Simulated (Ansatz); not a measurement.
Run report: Zn15S17 (charge +1), geometry relaxation (part 6 of 6)

Continued. System: Zn15S17 (defect cell, 32 atoms in the cell, total charge +1). Method: DFT PBE, scalar-relativistic, plane waves, PAW, spin-polarised (Ansatz 0.2.0); cutoff 420 eV, 2×2×2 k-mesh, Gaussian smearing of 0.01 eV, collinear spins. The structure derives from a Materials Project entry. It belongs to a series of runs on one base structure; here: S on a Zn site (a), charge +1, atoms relaxed at the host's cell.

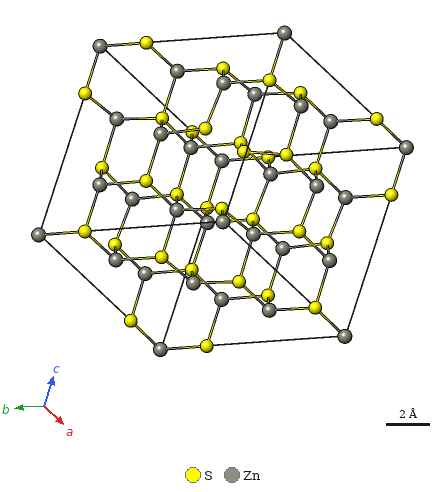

The geometry at step 21 of the log (ball-and-stick view of the cell of the calculation, seen at an oblique angle).

### Trajectory as extended XYZ, continued
```
32
Lattice="5.4423 -5.4423 5.4423 -5.4423 5.4423 5.4423 -5.4423 -5.4423 -5.4423" Properties=species:S:1:pos:R:3:forces:R:3 step=17 energy=-65148.76984
S    -2.9415   -3.0170   -0.2657   -0.0022  -0.0091   0.0082
Zn   -0.0093   -2.7006    2.7252    0.0021   0.0017   0.0007
Zn    2.7131   -2.7304    5.4388   -0.0010   0.0001   0.0003
Zn   -5.4584    0.0472    0.0457   -0.0006   0.0013  -0.0003
Zn   -2.7050    0.0200    2.7372    0.0024   0.0008   0.0006
Zn   -0.0278   -8.1826    2.6922    0.0007   0.0019   0.0009
Zn   -2.7295   -2.7241    5.4388   -0.0014   0.0000  -0.0005
Zn   -0.0376   -0.0430    5.4126   -0.0021  -0.0021   0.0000
Zn   -2.6600   -5.4824    2.7858    0.0029  -0.0021   0.0025
Zn   -5.3957    2.8030    2.6904    0.0002  -0.0007   0.0005
Zn    0.0547   -5.4842    0.0858   -0.0004   0.0011  -0.0014
Zn   -2.7185    2.7194    5.4397   -0.0011  -0.0004   0.0000
Zn    2.7689   -5.3795    2.6905   -0.0006  -0.0001   0.0008
Zn   -5.4564   -2.6659    2.7620   -0.0031   0.0032   0.0038
Zn   -0.0049    0.0126    0.0212    0.0024   0.0014   0.0023
Zn   -2.7756   -5.5031   -2.7777    0.0028   0.0016   0.0018
S    -1.3509   -4.1369   -1.3924   -0.0006  -0.0003   0.0012
S     1.3592   -4.0543    1.3696   -0.0001  -0.0002   0.0002
S     4.0998   -4.0696    4.0868    0.0015  -0.0010  -0.0013
S    -4.1407   -1.2713   -1.4458   -0.0035   0.0026  -0.0008
S    -1.3092   -1.2876    1.4276   -0.0013  -0.0009  -0.0014
S    -4.0744   -4.0679   -4.0779   -0.0007  -0.0012  -0.0004
S    -1.3505   -4.0678    4.0908   -0.0009   0.0004  -0.0010
S     1.3655   -1.3657    4.0931   -0.0007   0.0002  -0.0006
S    -1.3760   -6.8094    1.3570   -0.0005   0.0000  -0.0009
S    -4.0829    1.3718    1.3886    0.0003  -0.0005  -0.0007
S    -4.0758   -1.3361    4.0899    0.0006  -0.0018  -0.0008
S    -1.3480    1.3776    4.0986   -0.0001  -0.0002  -0.0001
S    -1.3781   -1.3626    6.8052    0.0015   0.0004  -0.0001
S    -4.1204   -4.1686    1.4224    0.0043   0.0043  -0.0106
S    -4.0833    4.0950    4.1075   -0.0005   0.0016  -0.0014
S    -6.7915   -1.3651    1.3523   -0.0003  -0.0020  -0.0015
32
Lattice="5.4423 -5.4423 5.4423 -5.4423 5.4423 5.4423 -5.4423 -5.4423 -5.4423" Properties=species:S:1:pos:R:3:forces:R:3 step=18 energy=-65148.77035
S    -2.9445   -3.0263   -0.2530    0.0110  -0.0218   0.0135
Zn   -0.0130   -2.7015    2.7202    0.0056   0.0021   0.0016
Zn    2.7150   -2.7305    5.4390   -0.0049  -0.0022  -0.0015
Zn   -5.4587    0.0514    0.0420   -0.0025   0.0012   0.0022
Zn   -2.7064    0.0234    2.7361    0.0064  -0.0022  -0.0022
Zn   -0.0231   -8.1794    2.6978   -0.0019   0.0042  -0.0006
Zn   -2.7280   -2.7227    5.4428   -0.0049  -0.0024  -0.0036
Zn   -0.0417   -0.0503    5.4061   -0.0063  -0.0022   0.0029
Zn   -2.6554   -5.4870    2.7878    0.0084  -0.0005   0.0000
Zn   -5.4010    2.7986    2.6966   -0.0006   0.0028   0.0009
Zn    0.0577   -5.4889    0.0855   -0.0033   0.0054   0.0007
Zn   -2.7162    2.7216    5.4397   -0.0073  -0.0039  -0.0019
Zn    2.7630   -5.3767    2.6930    0.0025  -0.0083   0.0048
Zn   -5.4536   -2.6621    2.7584   -0.0100   0.0091   0.0097
Zn   -0.0037    0.0163    0.0203    0.0042   0.0021   0.0025
Zn   -2.7778   -5.5058   -2.7768    0.0109   0.0033   0.0028
S    -1.3508   -4.1501   -1.3854   -0.0043   0.0115   0.0055
S     1.3589   -4.0528    1.3663   -0.0019   0.0012  -0.0014
S     4.1034   -4.0667    4.0827    0.0017  -0.0039  -0.0032
S    -4.1484   -1.2609   -1.4446   -0.0027   0.0083  -0.0065
S    -1.3091   -1.2829    1.4261   -0.0056  -0.0035  -0.0040
S    -4.0735   -4.0671   -4.0752   -0.0013   0.0019  -0.0022
S    -1.3541   -4.0641    4.0897   -0.0037   0.0010  -0.0034
S     1.3639   -1.3706    4.0908    0.0001  -0.0023   0.0026
S    -1.3743   -6.8123    1.3572   -0.0001   0.0006   0.0006
S    -4.0851    1.3746    1.3896   -0.0005  -0.0025  -0.0022
S    -4.0719   -1.3377    4.0889    0.0019  -0.0062  -0.0048
S    -1.3478    1.3778    4.0985   -0.0003   0.0020   0.0013
S    -1.3785   -1.3610    6.8097    0.0031   0.0026   0.0028
S    -4.1121   -4.1691    1.4084    0.0099   0.0052  -0.0144
S    -4.0837    4.0963    4.1065   -0.0042   0.0000  -0.0005
S    -6.7904   -1.3627    1.3509    0.0009  -0.0025  -0.0017
32
Lattice="5.4423 -5.4423 5.4423 -5.4423 5.4423 5.4423 -5.4423 -5.4423 -5.4423" Properties=species:S:1:pos:R:3:forces:R:3 step=19 energy=-65148.77131
S    -2.9353   -3.0434   -0.2398    0.0146  -0.0286   0.0215
Zn   -0.0192   -2.7025    2.7147    0.0104   0.0081   0.0024
Zn    2.7159   -2.7334    5.4391   -0.0060  -0.0038  -0.0002
Zn   -5.4569    0.0546    0.0346   -0.0057   0.0036   0.0043
Zn   -2.7081    0.0285    2.7355    0.0108  -0.0017  -0.0009
Zn   -0.0155   -8.1727    2.7056   -0.0034   0.0027   0.0005
Zn   -2.7275   -2.7211    5.4453   -0.0072  -0.0011  -0.0076
Zn   -0.0450   -0.0577    5.4005   -0.0096  -0.0013   0.0017
Zn   -2.6492   -5.4942    2.7917    0.0106  -0.0002   0.0022
Zn   -5.4057    2.7998    2.7006    0.0009   0.0053   0.0021
Zn    0.0623   -5.4970    0.0910   -0.0046   0.0094  -0.0007
Zn   -2.7134    2.7237    5.4398   -0.0108  -0.0041  -0.0007
Zn    2.7551   -5.3733    2.6950    0.0062  -0.0077   0.0043
Zn   -5.4491   -2.6590    2.7528   -0.0152   0.0124   0.0154
Zn   -0.0046    0.0213    0.0194    0.0096   0.0035   0.0069
Zn   -2.7830   -5.5118   -2.7789    0.0088   0.0067   0.0071
S    -1.3572   -4.1626   -1.3731   -0.0161   0.0155   0.0129
S     1.3576   -4.0488    1.3618   -0.0022   0.0046  -0.0052
S     4.1073   -4.0633    4.0766    0.0036  -0.0056  -0.0040
S    -4.1566   -1.2417   -1.4507   -0.0029  -0.0021   0.0005
S    -1.3115   -1.2769    1.4244   -0.0010  -0.0044  -0.0038
S    -4.0725   -4.0644   -4.0731   -0.0059  -0.0101   0.0016
S    -1.3588   -4.0597    4.0887   -0.0084   0.0009  -0.0049
S     1.3620   -1.3780    4.0899   -0.0034   0.0049  -0.0091
S    -1.3738   -6.8177    1.3578   -0.0007  -0.0009  -0.0018
S    -4.0907    1.3777    1.3925    0.0049  -0.0032  -0.0052
S    -4.0697   -1.3379    4.0871    0.0071  -0.0102  -0.0025
S    -1.3463    1.3793    4.0991    0.0053  -0.0006   0.0011
S    -1.3806   -1.3586    6.8137    0.0039   0.0058   0.0004
S    -4.0984   -4.1765    1.3964    0.0134   0.0107  -0.0293
S    -4.0851    4.0969    4.1076   -0.0054   0.0023   0.0019
S    -6.7874   -1.3589    1.3498   -0.0017  -0.0108  -0.0111
32
Lattice="5.4423 -5.4423 5.4423 -5.4423 5.4423 5.4423 -5.4423 -5.4423 -5.4423" Properties=species:S:1:pos:R:3:forces:R:3 step=20 energy=-65148.76079 accepted=F
S    -2.8242   -3.0553   -0.1029   -0.1138  -0.3089  -0.0917
Zn   -0.0234   -2.7092    2.7034   -0.0168   0.0428  -0.0188
Zn    2.7137   -2.7468    5.4381   -0.0018   0.0041  -0.0033
Zn   -5.4639    0.0614    0.0086    0.0311  -0.0153  -0.0481
Zn   -2.7107    0.0441    2.7344    0.0415  -0.0174  -0.0279
Zn    0.0021   -8.1632    2.7262    0.0219   0.0324   0.0212
Zn   -2.7300   -2.7157    5.4459   -0.0018  -0.0162  -0.0022
Zn   -0.0665   -0.0795    5.3649    0.0187  -0.0007  -0.0129
Zn   -2.6266   -5.5175    2.7950    0.0046   0.0025  -0.0118
Zn   -5.4123    2.8127    2.6986   -0.0016  -0.0132   0.0023
Zn    0.0683   -5.5161    0.1003   -0.0122   0.0017   0.0031
Zn   -2.7191    2.7273    5.4379   -0.0047  -0.0157  -0.0022
Zn    2.7266   -5.3780    2.6996   -0.0454  -0.0165   0.0332
Zn   -5.4646   -2.6331    2.7532    0.0020  -0.0154  -0.0013
Zn    0.0056    0.0419    0.0156   -0.0262  -0.0156   0.0406
Zn   -2.8044   -5.5235   -2.7866   -0.0123  -0.0001   0.0195
S    -1.4078   -4.1975   -1.3148    0.0525   0.0138   0.0017
S     1.3512   -4.0438    1.3467    0.0128   0.0060  -0.0161
S     4.1135   -4.0652    4.0566    0.0125   0.0164  -0.0093
S    -4.1816   -1.2123   -1.4609   -0.0243   0.1463  -0.0161
S    -1.2972   -1.2487    1.4312    0.0799   0.1367   0.0754
S    -4.0693   -4.0564   -4.0678    0.0188   0.0105  -0.0189
S    -1.3772   -4.0464    4.0770   -0.0170   0.0073   0.0162
S     1.3575   -1.3982    4.0828    0.0108  -0.0143   0.0077
S    -1.3706   -6.8410    1.3554   -0.0052  -0.0091  -0.0077
S    -4.1102    1.3773    1.3962   -0.0097   0.0152   0.0124
S    -4.0650   -1.3380    4.0785   -0.0031  -0.0058  -0.0032
S    -1.3486    1.3867    4.0992   -0.0188   0.0121   0.0169
S    -1.3851   -1.3482    6.8157    0.0063  -0.0058   0.0013
S    -4.0398   -4.2012    1.3226    0.0055   0.0300   0.0391
S    -4.0901    4.1029    4.1046   -0.0034  -0.0046  -0.0048
S    -6.7914   -1.3487    1.3408   -0.0006  -0.0031   0.0056
32
Lattice="5.4423 -5.4423 5.4423 -5.4423 5.4423 5.4423 -5.4423 -5.4423 -5.4423" Properties=species:S:1:pos:R:3:forces:R:3 step=21 energy=-65148.77462
S    -2.8880   -3.0759   -0.1749   -0.0367  -0.0498  -0.0172
Zn   -0.0249   -2.7028    2.7056   -0.0048   0.0123  -0.0093
Zn    2.7160   -2.7405    5.4383   -0.0060  -0.0006  -0.0025
Zn   -5.4581    0.0611    0.0168   -0.0025   0.0028  -0.0013
Zn   -2.7078    0.0411    2.7360    0.0145  -0.0100  -0.0102
Zn   -0.0010   -8.1617    2.7217    0.0043   0.0109   0.0056
Zn   -2.7282   -2.7179    5.4483   -0.0060  -0.0044  -0.0023
Zn   -0.0577   -0.0743    5.3793   -0.0105  -0.0092  -0.0034
Zn   -2.6351   -5.5097    2.7960    0.0154  -0.0055   0.0034
Zn   -5.4129    2.8046    2.7043    0.0027   0.0088  -0.0033
Zn    0.0684   -5.5112    0.0983   -0.0008   0.0018   0.0036
Zn   -2.7142    2.7267    5.4385   -0.0091  -0.0065  -0.0030
Zn    2.7351   -5.3718    2.7000   -0.0036  -0.0094   0.0084
Zn   -5.4517   -2.6463    2.7484   -0.0134   0.0168   0.0121
Zn    0.0010    0.0361    0.0190   -0.0028  -0.0039   0.0101
Zn   -2.7968   -5.5229   -2.7842    0.0085  -0.0024  -0.0001
S    -1.3855   -4.1923   -1.3402    0.0221   0.0043   0.0193
S     1.3536   -4.0422    1.3507   -0.0040  -0.0009  -0.0051
S     4.1142   -4.0610    4.0633    0.0051  -0.0022  -0.0097
S    -4.1755   -1.2115   -1.4590    0.0033   0.0296  -0.0013
S    -1.3003   -1.2512    1.4315    0.0001  -0.0018   0.0025
S    -4.0699   -4.0595   -4.0679    0.0088   0.0126  -0.0010
S    -1.3715   -4.0494    4.0825   -0.0079   0.0030  -0.0060
S     1.3589   -1.3916    4.0848    0.0069  -0.0078   0.0110
S    -1.3722   -6.8316    1.3567   -0.0009  -0.0017  -0.0012
S    -4.1020    1.3807    1.3966   -0.0091  -0.0014   0.0029
S    -4.0644   -1.3388    4.0821    0.0008  -0.0038  -0.0080
S    -1.3449    1.3848    4.1007   -0.0006   0.0096   0.0082
S    -1.3840   -1.3520    6.8184    0.0005  -0.0007   0.0029
S    -4.0657   -4.1954    1.3533    0.0273   0.0089   0.0005
S    -4.0892    4.1004    4.1076   -0.0047   0.0008  -0.0034
S    -6.7868   -1.3534    1.3433    0.0032  -0.0004  -0.0021
32
Lattice="5.4423 -5.4423 5.4423 -5.4423 5.4423 5.4423 -5.4423 -5.4423 -5.4423" Properties=species:S:1:pos:R:3:forces:R:3 step=22 energy=-65148.76567 accepted=F
S    -2.8562   -3.1278   -0.0987    0.1792   0.2178  -0.1514
Zn   -0.0309   -2.6986    2.6896   -0.0140  -0.0089  -0.0121
Zn    2.7165   -2.7506    5.4375   -0.0037  -0.0123  -0.0051
Zn   -5.4659    0.0770   -0.0031   -0.0377   0.0413   0.0498
Zn   -2.7007    0.0535    2.7302   -0.0064  -0.0026  -0.0126
Zn    0.0195   -8.1430    2.7469   -0.0117  -0.0081  -0.0124
Zn   -2.7303   -2.7136    5.4533   -0.0029  -0.0042   0.0137
Zn   -0.0789   -0.1012    5.3504   -0.0118  -0.0033   0.0081
Zn   -2.6113   -5.5308    2.8002   -0.0074  -0.0039  -0.0006
Zn   -5.4254    2.8051    2.7149    0.0057   0.0142  -0.0131
Zn    0.0777   -5.5293    0.1023    0.0049  -0.0151   0.0144
Zn   -2.7196    2.7295    5.4353   -0.0109  -0.0022  -0.0114
Zn    2.7097   -5.3713    2.7108    0.0262   0.0210  -0.0198
Zn   -5.4599   -2.6228    2.7447   -0.0427   0.0422   0.0363
Zn    0.0113    0.0556    0.0236   -0.0077   0.0016  -0.0158
Zn   -2.8051   -5.5331   -2.7836    0.0150  -0.0064  -0.0128
S    -1.4037   -4.2375   -1.3005   -0.0001  -0.0002  -0.0456
S     1.3489   -4.0368    1.3372   -0.0039  -0.0155   0.0141
S     4.1265   -4.0583    4.0463   -0.0161   0.0020   0.0083
S    -4.2012   -1.1698   -1.4577    0.0496  -0.0577  -0.0366
S    -1.2853   -1.2227    1.4339   -0.0317  -0.0214  -0.0164
S    -4.0632   -4.0513   -4.0556    0.0156   0.0341   0.0070
S    -1.3901   -4.0314    4.0711    0.0171  -0.0086  -0.0094
S     1.3569   -1.4093    4.0789    0.0086  -0.0111   0.0292
S    -1.3675   -6.8508    1.3536    0.0059   0.0015   0.0105
S    -4.1160    1.3847    1.4028   -0.0094  -0.0021   0.0009
S    -4.0525   -1.3416    4.0721   -0.0174   0.0178  -0.0084
S    -1.3443    1.3923    4.1030    0.0062   0.0129   0.0038
S    -1.3896   -1.3452    6.8278   -0.0096  -0.0107  -0.0015
S    -4.0260   -4.2121    1.2927   -0.1121  -0.2210   0.1779
S    -4.0946    4.1086    4.1045    0.0123  -0.0072  -0.0007
S    -6.7896   -1.3467    1.3312    0.0110   0.0159   0.0118
32
Lattice="5.4423 -5.4423 5.4423 -5.4423 5.4423 5.4423 -5.4423 -5.4423 -5.4423" Properties=species:S:1:pos:R:3:forces:R:3 step=23 energy=-65148.77086 accepted=F
S    -2.9313   -3.0835   -0.1942    0.0409   0.0818   0.0370
Zn   -0.0092   -2.6903    2.7093   -0.0146  -0.0447  -0.0042
Zn    2.7117   -2.7410    5.4366    0.0049  -0.0050   0.0021
Zn   -5.4713    0.0673    0.0279    0.0131  -0.0208  -0.0121
Zn   -2.6918    0.0321    2.7293   -0.0447   0.0098   0.0081
Zn   -0.0088   -8.1597    2.7185    0.0086   0.0008   0.0027
Zn   -2.7342   -2.7208    5.4433    0.0073   0.0047   0.0124
Zn   -0.0645   -0.0737    5.3832   -0.0051  -0.0091  -0.0036
Zn   -2.6320   -5.5017    2.7864   -0.0016  -0.0125   0.0033
Zn   -5.4083    2.7972    2.7044   -0.0079   0.0082  -0.0008
Zn    0.0643   -5.5002    0.0850    0.0144  -0.0238   0.0127
Zn   -2.7304    2.7197    5.4340    0.0118   0.0088  -0.0012
Zn    2.7431   -5.3843    2.7077   -0.0139  -0.0105  -0.0014
Zn   -5.4710   -2.6389    2.7618    0.0078   0.0160  -0.0146
Zn    0.0134    0.0362    0.0299   -0.0011   0.0080  -0.0427
Zn   -2.7745   -5.5092   -2.7716   -0.0065  -0.0223  -0.0304
S    -1.3577   -4.1879   -1.3580    0.0229   0.0069   0.0063
S     1.3564   -4.0522    1.3590   -0.0094  -0.0109   0.0199
S     4.1135   -4.0681    4.0717   -0.0032   0.0052   0.0035
S    -4.1713   -1.2315   -1.4355   -0.0244   0.0480  -0.0319
S    -1.2860   -1.2528    1.4308   -0.0566  -0.0762  -0.0431
S    -4.0650   -4.0582   -4.0606    0.0075   0.0242   0.0056
S    -1.3692   -4.0456    4.0774    0.0243  -0.0023  -0.0063
S     1.3654   -1.3796    4.0874    0.0074  -0.0050   0.0259
S    -1.3710   -6.8281    1.3500    0.0050   0.0114   0.0080
S    -4.0948    1.3751    1.3941   -0.0109   0.0014   0.0073
S    -4.0617   -1.3399    4.0775   -0.0097   0.0125  -0.0042
S    -1.3485    1.3856    4.1008   -0.0002   0.0007  -0.0058
S    -1.3838   -1.3593    6.8170   -0.0063  -0.0081   0.0030
S    -4.0869   -4.1820    1.3553    0.0249  -0.0129   0.0253
S    -4.0872    4.1069    4.1002    0.0059  -0.0040  -0.0021
S    -6.7981   -1.3611    1.3372    0.0094   0.0197   0.0214
32
Lattice="5.4423 -5.4423 5.4423 -5.4423 5.4423 5.4423 -5.4423 -5.4423 -5.4423" Properties=species:S:1:pos:R:3:forces:R:3 step=24 energy=-65148.77648
S    -2.8856   -3.0928   -0.1580    0.0003  -0.0209  -0.0017
Zn   -0.0275   -2.6976    2.6984   -0.0006   0.0031  -0.0037
Zn    2.7141   -2.7457    5.4378   -0.0023  -0.0028  -0.0009
Zn   -5.4621    0.0694    0.0120   -0.0009  -0.0001  -0.0019
Zn   -2.7037    0.0435    2.7310    0.0034  -0.0009  -0.0029
Zn    0.0065   -8.1553    2.7310    0.0050   0.0081   0.0042
Zn   -2.7310   -2.7185    5.4477   -0.0031   0.0004  -0.0017
Zn   -0.0641   -0.0830    5.3737   -0.0030  -0.0050  -0.0029
Zn   -2.6239   -5.5191    2.7978    0.0072  -0.0007   0.0036
Zn   -5.4158    2.8100    2.7063   -0.0008   0.0014  -0.0010
Zn    0.0716   -5.5185    0.1018    0.0017   0.0018   0.0038
Zn   -2.7177    2.7244    5.4365   -0.0043  -0.0008  -0.0011
Zn    2.7291   -5.3709    2.7029    0.0014  -0.0017   0.0034
Zn   -5.4573   -2.6354    2.7491   -0.0058   0.0009   0.0030
Zn    0.0052    0.0429    0.0211   -0.0020   0.0020   0.0022
Zn   -2.7940   -5.5251   -2.7824   -0.0008  -0.0016   0.0012
S    -1.3880   -4.2022   -1.3253    0.0040   0.0017  -0.0051
S     1.3516   -4.0411    1.3483   -0.0018  -0.0013  -0.0045
S     4.1182   -4.0596    4.0584   -0.0014  -0.0022   0.0009
S    -4.1810   -1.1967   -1.4580   -0.0044   0.0069  -0.0042
S    -1.2998   -1.2459    1.4252   -0.0020  -0.0035   0.0047
S    -4.0665   -4.0565   -4.0623    0.0056   0.0032   0.0005
S    -1.3757   -4.0425    4.0771   -0.0049  -0.0011  -0.0013
S     1.3593   -1.3963    4.0838    0.0001  -0.0018   0.0013
S    -1.3698   -6.8408    1.3555   -0.0003   0.0003  -0.0010
S    -4.1083    1.3826    1.4002    0.0029  -0.0002   0.0012
S    -4.0613   -1.3381    4.0774    0.0026   0.0021   0.0020
S    -1.3439    1.3861    4.1011    0.0010   0.0028   0.0044
S    -1.3887   -1.3511    6.8203    0.0017  -0.0027   0.0001
S    -4.0534   -4.2079    1.3423   -0.0003   0.0137  -0.0009
S    -4.0897    4.1035    4.1074    0.0020  -0.0002  -0.0009
S    -6.7879   -1.3512    1.3377    0.0002  -0.0008  -0.0010
```

### Key numbers

```json
{"quantity": "outcome", "value": "converged"}
{"quantity": "electrons treated", "value": "281"}
{"quantity": "free energy", "value": "−65148.7765 eV"}
{"quantity": "Fermi energy", "value": "5.980 eV"}
{"quantity": "gap on the k-point mesh", "value": "0.33 eV"}
{"quantity": "net moment of the cell", "value": "1.00 μB"}
{"quantity": "integrated absolute moment", "value": "1.08 μB"}
{"quantity": "final volume", "value": "644.78 Å³"}
{"quantity": "largest force (length of the vector) at the end", "value": "0.021 eV/Å"}
{"quantity": "hardware", "value": "4 threads of AMD EPYC (Zen 5), 176 GiB of memory available, shared host"}
{"quantity": "wall time", "value": "7.1 min (CPU time 28 min)"}
{"quantity": "peak memory", "value": "2.6 GiB"}
```

### Notes

The cell is charged and computed with a neutralising background, so its energy and pressure depend on the cell and aren't those of a real crystal.
